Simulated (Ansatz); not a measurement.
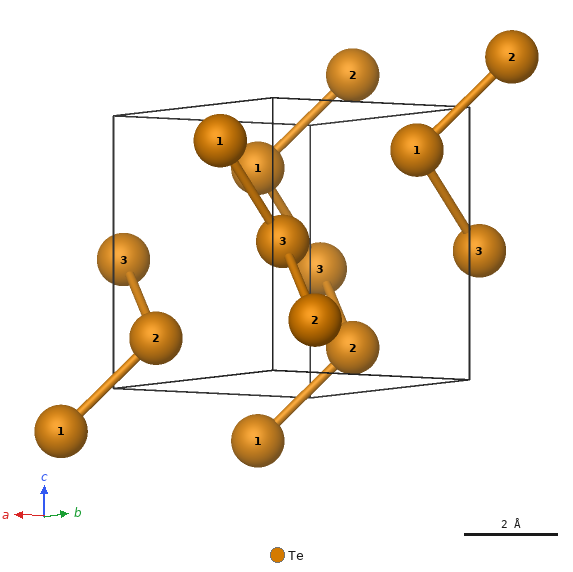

Crystalline Te (built on the trigonal type), before the relaxation. A ball-and-stick model of the cell of the calculation, seen from a free direction.

Level of theory: DFT r2SCAN, scalar-relativistic, plane waves, PAW (Ansatz 0.2.0).

Input
```yaml
crystal:
  lattice:
    - [4.5272099236, 0.0, 0.0]
    - [-2.2636049618, 3.9206788021, 0.0]
    - [0.0, 0.0, 5.9615200901]
  atoms:
    - { symbol: Te, position: [0.2665285427, 0.0, 0.8333333333] }
    - { symbol: Te, position: [0.0, 0.2665285427, 0.1666666667] }
    - { symbol: Te, position: [0.7334714573, 0.7334714573, 0.5] }
basis:
  ecutwfc: 600
  ecutrho_ratio: 5
kpoints:
  mp_grid: { grid: [12, 12, 8] }
hamiltonian:
  xc: r2scan
scf:
  occupations: { method: gaussian, width: 0.05 }
output:
  forces: true
  stress: true
  eigenvalues: true
relax:
  f_tol: 0.02
  max_steps: 40
  cell: { stress_tol: 0.2, fix: [volume] }
```

### Predict the outcome.

The energy falls by 4.4 meV per atom in 2 accepted moves (3 points after the start). Largest force component: 0.22 eV/Å at the start, 0.0017 eV/Å at the end. Pressure: −0.59 GPa at the start and 0.42 GPa at the end. The SCF was repeated once at an unchanged geometry on a basis and grid sized afresh for the cell, which shifted the energy by less than 0.05 meV per atom at most. The largest moves relative to the cell, 0.035 Å, are those of Te1, Te2 and Te3. Te1 goes along −a. The drawn cell changes at constant volume: a = b 4.527 → 4.539 Å (+0.3 %), c 5.962 → 5.931 Å (−0.5 %). Among the contacts that change: Te1–Te2 2.884 → 2.837 Å. The space group stays P3_121 (No. 152). The run took about 4 core-minutes on a shared host.

The structure at the end:

```xyz
3
Lattice="4.5387 0.0000 0.0000 -2.2694 3.9307 0.0000 0.0000 0.0000 5.9312" Properties=species:S:1:pos:R:3 pbc="T T T"
Te    1.1748    0.0000    4.9427
Te   -0.5874    1.0174    0.9885
Te    1.6820    2.9132    2.9656
```
